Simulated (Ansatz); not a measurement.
# Band-structure calculation, with input and output: Hf5N4 (part 1 of 2)

The run: band-structure calculation of Hf5N4 (slab, 9 atoms in the cell). Method and program: DFT PBEsol, scalar-relativistic, plane waves, PAW, no spin polarisation (Ansatz 0.2.0).

It belongs to a series of runs on one base structure; here: bands of the relaxed slab.

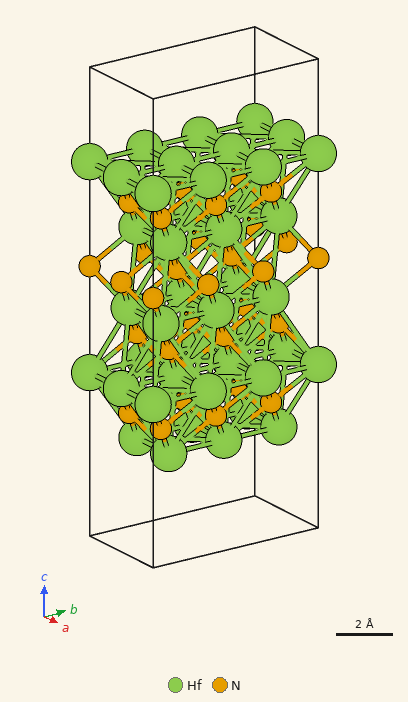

Figure 1. The structure (ball-and-stick view of the 2 × 3 repeat of the cell, with the vacuum cut short, seen slightly off an axis). Near neighbours in the crystal (not all of them lie inside the picture): Hf has 9 Hf at 3.13 to 3.18 Å and 3 N at 2.23 Å; N has 6 Hf at 2.23 to 2.27 Å; Hf has 12 Hf at 3.13 to 3.21 Å and 6 N at 2.23 to 2.27 Å.

### Input file
```yaml
crystal:
  lattice:
    - [3.1830776067, 0.0, 0.0]
    - [-1.5915388034, 2.7566260696, 0.0]
    - [0.0, 0.0, 25.3958879309]
  atoms:
    - { symbol: Hf, position: [0.3333333333, 0.6666666667, 0.2967130039] }
    - { symbol: "N", position: [0.6666666667, 0.3333333333, 0.3467718442] }
    - { symbol: Hf, position: [0.0, 0.0, 0.3964015733] }
    - { symbol: "N", position: [0.3333333333, 0.6666666667, 0.4487529187] }
    - { symbol: Hf, position: [0.6666666667, 0.3333333333, 0.499999999] }
    - { symbol: "N", position: [0.0, 0.0, 0.5512470802] }
    - { symbol: Hf, position: [0.3333333333, 0.6666666667, 0.6035984263] }
    - { symbol: "N", position: [0.6666666667, 0.3333333333, 0.6532281557] }
    - { symbol: Hf, position: [0.0, 0.0, 0.7032869987] }
basis:
  ecutwfc: 420
kpoints:
  mp_grid: { grid: [12, 12, 1] }
  band_path:
    path:
      - [0.5, 0, 0]
      - [0, 0, 0]
      - [0.3333333333333, 0.3333333333333, 0]
      - [0.5, 0, 0]
    npoints: 12
hamiltonian:
  xc: pbesol
scf:
  occupations: { method: gaussian, width: 0.1 }
  n_extra_bands: 24
output:
  forces: true
  eigenvalues: true
  populations: true
  fatbands: true
  write_density: true
  write_potential: true
  elf: true
  volumetric_format: npy
efield:
  axis: 3
  dipole_correction: true
  ramp_width: 0.04
```

Hardware: 2 threads of AMD EPYC (Zen 3), 64 GiB of memory available, shared host.

Launched with:
```bash
ansatz run input.yaml --threads 2 --pin off --max-ram 4096MiB --backend cpu --events-out ev --progress --plain --runs-dir out
```

### What the program printed
```
scf.n_extra_bands = 24 over 75 filled bands (N_el = 150.0): the run solves 99 bands
Engine: ansatz 0.2.0, x86_64-unknown-linux-gnu
Pseudopotentials: kind: paw
Pseudopotential: Hf, paw, valence charge 26, recommended cutoff 420 eV (normal), Hf.paw.azcp
Pseudopotential: N, paw, valence charge 5, recommended cutoff 420 eV (normal), N.paw.azcp
Functional definition: PBEsol
  exchange = pbesol_x
  correlation = pbesol_c
Crystal: 9 atoms, lattice volume = 222.838 Å³
Basis set: ecut = 420 eV, 4393 PW (Γ), exchange–correlation on 48×48×360 points (8 copies of the dense FFT grid, shifted against one another)
Bands: 99, of which v1, the nominal top of the filled ones, is band 75 counted from 1 (74 counted from 0)
Symmetry: 6 space group operations
k-points: 19 of 144 (time reversal used)
Non-local potential: Hf, projectors of the file, l = 0: 3, l = 1: 2, l = 2: 2, l = 3: 3
Non-local potential: N, projectors of the file, l = 0: 2, l = 1: 2, l = 2: 1
PAW form: soft (Blöchl's): semilocal exchange-correlation on the pseudo side does not see the compensation charge
PAW frozen core: Hf, regenerated for the run's functional, and the local potential with it (the file was generated under x = pbe(κ = 0.804, μ = 0.2195149727645171), c = pbe(β = 0.06672455060314922))
PAW frozen core: N, regenerated for the run's functional, and the local potential with it (the file was generated under x = pbe(κ = 0.804, μ = 0.2195149727645171), c = pbe(β = 0.06672455060314922))
PAW one-centre angular grid: Hf, 590 points (default); XC on 64 Gauss nodes
PAW one-centre angular grid: N, 110 points (default); XC on 64 Gauss nodes
Initial density: superposition of atomic densities (neutral atoms: chi_scale 0, normalization atom), corrected by the library's trained network
Initial wavefunctions: pseudopotential atomic-orbital guess
Functional: x = pbesol(κ = 0.804, μ = 0.12345679012345678), c = pbesol(β = 0.046)
SCF iter   1: F=—  HF=-79516.726947 eV  |F-HF|=—  |Δ(HF+E_count)|=         —  Δρ=6.73e-3  dr2=1.57e0  ethr=1.77e-3  p=-0.000 e·Å  D=-6.20e-9 V/Å  ΔV_dip=0.00 eV  dr2_dipole=1.10e-5  V_vac-E_F(+/−)=5.18/5.18 eV  ⟨swp⟩=6.6  Hψ=7231  notcnv=0  defer=129
efield: sawtooth ramp at fractional position 0.9800 (placed from the atoms, in the widest stretch of the axis that holds none; the zero of the levels goes with the place), width 0.0400; the density the first Hamiltonian is built on has a dipole p = -0.000 e·Å; the dipole correction subtracts the counter field D = -6.20e-9 V/Å, which shifts the + side's vacuum level by +0.00 eV against the − side's; the planar-averaged density in the ramp window peaks in size at 5.8e-5 e/Å³
preconditioner: auto → LDOS  [metal: Δε(μ)=0.015 eV  Ē_g=18.919 eV  σ=0.100 eV  W_gap=0.09  n_scr=74 (ndim 8)  ℏωp=29.4 eV  f_vac=0.455  D(μ)=7.03/eV (n_scr^D=48)  β→1.0]
SCF iter   2: F=—  HF=-79516.668609 eV  |F-HF|=—  |Δ(HF+E_count)|=   5.83e-2  Δρ=3.59e-3  dr2=3.68e-2  ethr=1.05e-3  p=0.000 e·Å  D=8.67e-5 V/Å  ΔV_dip=-0.00 eV  dr2_dipole=1.91e-4  V_vac-E_F(+/−)=4.67/4.67 eV  ⟨swp⟩=2.1  Hψ=2300  notcnv=0  defer=310
SCF iter   3: F=—  HF=-79516.668285 eV  |F-HF|=—  |Δ(HF+E_count)|=   3.24e-4  Δρ=1.65e-3  dr2=1.58e-2  ethr=2.45e-5  p=0.000 e·Å  D=1.75e-5 V/Å  ΔV_dip=-0.00 eV  dr2_dipole=1.10e-5  V_vac-E_F(+/−)=4.66/4.66 eV  ⟨swp⟩=2.7  Hψ=3114  notcnv=0  defer=310
SCF iter   4: F=—  HF=-79516.665773 eV  |F-HF|=—  |Δ(HF+E_count)|=   2.51e-3  Δρ=3.47e-4  dr2=1.06e-3  ethr=1.05e-5  p=0.000 e·Å  D=1.19e-5 V/Å  ΔV_dip=-0.00 eV  dr2_dipole=2.45e-6  V_vac-E_F(+/−)=4.62/4.62 eV  ⟨swp⟩=2.1  Hψ=2886  notcnv=0  defer=310
SCF iter   5: F=—  HF=-79516.665655 eV  |F-HF|=—  |Δ(HF+E_count)|=   1.18e-4  Δρ=1.88e-4  dr2=2.91e-4  ethr=7.10e-7  p=0.000 e·Å  D=4.45e-6 V/Å  ΔV_dip=-0.00 eV  dr2_dipole=2.08e-7  V_vac-E_F(+/−)=4.59/4.59 eV  ⟨swp⟩=3.2  Hψ=3728  notcnv=0  defer=310
SCF iter   6: F=—  HF=-79516.665618 eV  |F-HF|=—  |Δ(HF+E_count)|=   3.68e-5  Δρ=1.00e-4  dr2=5.45e-5  ethr=1.94e-7  p=0.000 e·Å  D=2.09e-6 V/Å  ΔV_dip=-0.00 eV  dr2_dipole=8.90e-9  V_vac-E_F(+/−)=4.59/4.59 eV  ⟨swp⟩=2.2  Hψ=2663  notcnv=0  defer=310
SCF iter   7: F=—  HF=-79516.665418 eV  |F-HF|=—  |Δ(HF+E_count)|=   1.99e-4  Δρ=3.58e-5  dr2=9.93e-6  ethr=3.63e-8  p=0.000 e·Å  D=3.29e-7 V/Å  ΔV_dip=-0.00 eV  dr2_dipole=2.93e-10  V_vac-E_F(+/−)=4.58/4.58 eV  ⟨swp⟩=2.4  Hψ=2697  notcnv=0  defer=309
SCF iter   8: F=—  HF=-79516.665419 eV  |F-HF|=—  |Δ(HF+E_count)|=   8.46e-7  Δρ=1.37e-5  dr2=1.09e-6  ethr=6.62e-9  p=-0.000 e·Å  D=-1.99e-7 V/Å  ΔV_dip=0.00 eV  dr2_dipole=1.05e-9  V_vac-E_F(+/−)=4.57/4.57 eV  ⟨swp⟩=2.4  Hψ=3038  notcnv=0  defer=309
SCF iter   9: F=—  HF=-79516.665419 eV  |F-HF|=—  |Δ(HF+E_count)|=   2.25e-7  Δρ=6.16e-6  dr2=2.81e-7  ethr=7.24e-10  p=-0.000 e·Å  D=-1.45e-7 V/Å  ΔV_dip=0.00 eV  dr2_dipole=3.95e-11  V_vac-E_F(+/−)=4.57/4.57 eV  ⟨swp⟩=3.0  Hψ=3347  notcnv=0  defer=308
SCF iter  10: F=-79516.665419 eV  HF=-79516.665419 eV  |F-HF|=8.34e-9  |Δ(HF+E_count)|=   6.04e-8  Δρ=2.73e-6  dr2=3.81e-8  ethr=6.67e-11  p=-0.000 e·Å  D=-5.83e-8 V/Å  ΔV_dip=0.00 eV  dr2_dipole=2.86e-12  V_vac-E_F(+/−)=4.57/4.57 eV  ⟨swp⟩=23.7  Hψ=20888  notcnv=0
SCF 1 converged in 10 iterations: F = -79516.665419 eV  dr2 = 3.81e-8
  greatest PAW one-centre occupation: 0.998 electrons in one spin orbital (limit 2), on the Hf atom at site 0 (counted from 0), in its partial waves of l = 3
```

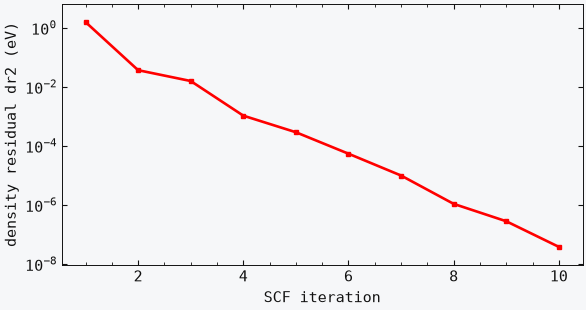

Figure 2. Convergence of the self-consistent field: density residual dr2 against the SCF iteration. The residual falls at every step.

```
NSCF: frozen V_eff on 37 k-points
efield: sawtooth ramp at fractional position 0.9800 (kept from the solve that this one continues, or follows in the run), width 0.0400; the density the first Hamiltonian is built on has a dipole p = -0.000 e·Å; the dipole correction subtracts the counter field D = -5.83e-8 V/Å, which shifts the + side's vacuum level by +0.00 eV against the − side's; the planar-averaged density in the ramp window peaks in size at 1.1e-6 e/Å³
WARN: The output density's exchange-correlation potential varies sharply where the density is thin. Do not read a vacuum level from v_tot or v_xc, or from such a field of the output density. On a cell that repeats whose density bears no net charge and no dipole along the vacuum's axis use v_es (v_loc + v_h of the components); under efield.dipole_correction with no amplitude use v_es + v_field, which holds any external_charges[].barrier, or the levels of the report's work_function block, which leave it out; under a non-zero efield.amplitude the vacuum is tilted and has no level; on a cell that repeats and bears such a dipole with no correction it is tilted too, and efield.dipole_correction with no amplitude gives each side of its ramp a level where efield: is served; in a cell that repeats whose density bears a net charge (total_charge, or a fill off its count) it is curved and has none; of a slab under crystal.periodic whose density bears no net charge use v_es, which has a level on each side, short of where the two are joined; of another it falls or rises all the way out and has none; of a slab beside external_charges read slab_vacuum_level instead, which it has where they leave it neutral. The grid or the basis barely resolves most such structure, and the values can differ between equally converged runs; as a rule a tighter scf.convergence.dr2_threshold does not remove it. Where the density itself ripples (under the LDA too) a higher basis.ecutwfc lessens it. The files hold the spikes' plane waves up to the density's cutoff. Files: v_tot_of_output_density and the like, and their columns of v_z.tsv (output.write_potential); v_xc_of_output_density and the like, and their columns of v_comp_z.tsv (output.write_potential_components). Measured: with its Gaussian average of σ = 0.25 Å subtracted twice, the exchange-correlation potential is over 0.1 eV at 184 of the grid points where the equally averaged density (valence and model cores) is under 1e-3 e/Å³, and 0.286 eV at the most among them, at an averaged density of 1.0e-7 e/Å³. The input density's (outcome.potential() and, of a run that writes arrays, v_tot and v_xc) is over 0.1 eV, so measured, at 166 points of its own thin density, 0.151 eV at the most. See output.write_potential in the manual, Limitations
SCF converged after 10 iterations
Free energy (F): -79516.665419 eV
Harris-Foulkes:  -79516.665419 eV  (|F-HF|=8.34e-9)
Internal energy: -79516.625028 eV  (E = F + TS)
E sigma→0 (E₀):  -79516.645224 eV
Entropy (-TS):   -0.040391 eV (-4.488 meV/atom)
Fermi energy:    9.628349 eV
Dipole field:    D = -0.000002 V/Å  (p = -0.000003 e·Å, saw-weighted, corrected)
Work function:   Φ+ = 4.5668 eV   Φ− = 4.5668 eV
Levels:          The Fermi level and band energies are counted from a zero that moves with the ramp; work functions are not
--- Per-component energies (eV) ---
  E_band       = -1258.746583
  E_kinetic    = 2648.728157
  E_local      = -279437.181854  (includes V_loc(G=0)·N_el)
  E_nonlocal   = -6009.515595
  E_hartree    = 138077.178623
  E_xc         = -1730.553088
  E_vxc        = -1639.765299  (∫ρ·V_xc dr)
  E_paw        = -34525.021174  (= ΣΔE_a)
  E_vpaw       = 7024.713913  (= ΣTr[D̂ρ^β])
  E_aug_tail   = 0.000369  (compensation charges beyond the density's cutoff)
  E_efield     = 0.000000  (sawtooth field / dipole correction)
  E_vefield    = -0.000000  (∫n·V_field dr)
  E_ewald      = 101453.371682
  E_core_change = 6.367853  (= ΣΔE_core)
  E_smearing   = -0.040391  (= −TS)
  E_closure    = 0.000000  (closes the sum)
  Σ components = -79516.665419   (vs F -79516.665419, Δ=0.00e0)
--- Forces (eV/Å), atoms counted from 1 ---
  atom   1  Hf     0.00000000     0.00000000     0.00150485
  atom   2  N     -0.00000000     0.00000000     0.00308491
  atom   3  Hf    -0.00000000     0.00000000     0.00488978
  atom   4  N      0.00000000    -0.00000000    -0.00057448
  atom   5  Hf     0.00000000     0.00000000     0.00000004
  atom   6  N     -0.00000000     0.00000000     0.00057464
  atom   7  Hf     0.00000000    -0.00000000    -0.00488906
  atom   8  N      0.00000000    -0.00000000    -0.00308469
  atom   9  Hf    -0.00000000     0.00000000    -0.00150456
  max |Σ_I F_I| component: 1.43e-6 eV/Å
--- Band table (eV; the first three rows and the last of 19) ---
```
